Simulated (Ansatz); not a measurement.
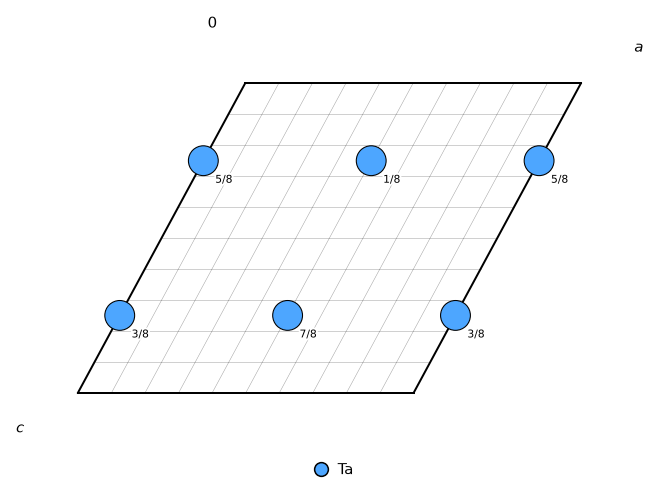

Plan of a unit cell projected along b (c down the page, a across); the numbers are heights as fractions of b, and atoms on the cell's edges are repeated. The grid marks tenths of c and a. Source: coordinates from a relaxation with Ansatz, DFT, LDA (PW92), plane waves (420 eV) with PAW, scalar-relativistic; the starting structure was generated, so it need not be a known form of this composition. Geometry calculated from the standardised cell; symmetry tolerance 0.002 Å.

a = 2.798 Å, b = 9.734 Å, c = 2.931 Å, α = 90.00°, β = 118.38°, γ = 90.00°.

What does the cell contain?

4 Ta: Ta, Z = 4.

Give the fractional coordinates of all atoms, to two places.

```json
{"atom": "Ta", "x": "0.00", "y": "0.38", "z": "0.75"}
{"atom": "Ta", "x": "0.00", "y": "0.62", "z": "0.25"}
{"atom": "Ta", "x": "0.50", "y": "0.88", "z": "0.75"}
{"atom": "Ta", "x": "0.50", "y": "0.12", "z": "0.25"}
```
